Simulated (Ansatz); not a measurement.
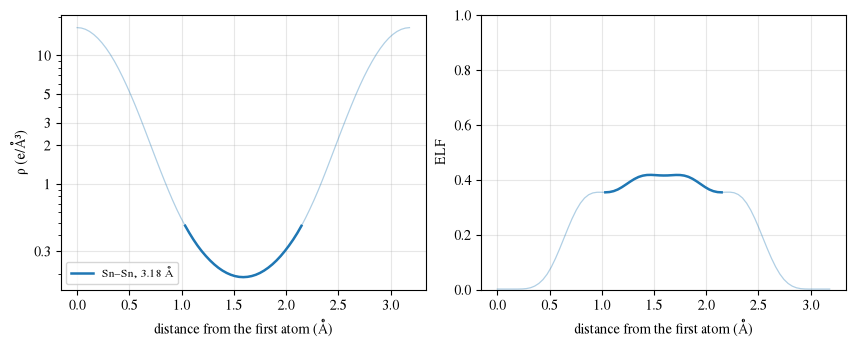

*Sn. Valence pseudo-density and electron localisation function along straight lines between neighbouring atoms. Thin, pale parts lie inside the atomic spheres.*

Space group C2/m; not relaxed (largest force 0.5 eV/Å); computed pressure about −5 GPa in this cell.

Computed with DFT LDA, scalar-relativistic, plane waves, PAW (Ansatz 0.2.0).

Core electrons are frozen (PAW), and the valence fields are smoothed inside the atomic spheres.

```xyz
8
Lattice="0.0000 -3.1815 5.8313 -3.1815 0.0000 0.0000 0.0000 -12.1780 -7.2681" Properties=species:S:1:pos:R:3 pbc="T T T"
Sn    0.0000   -4.4982    2.1973
Sn   -1.5908   -2.9075   -0.7184
Sn   -1.5908  -12.4521   -0.7185
Sn    0.0000  -10.8613   -3.6341
Sn   -1.5908   -9.2705   -0.7184
Sn    0.0000   -7.6798   -3.6341
Sn    0.0000   -7.6797    2.1972
Sn   -1.5908   -6.0890   -0.7184
```

> What can be read from the curves?

Sn–Sn (3.18 Å): ρ at the midpoint is about 0.19 e/Å³; the ELF is about 0.40 at the midpoint.
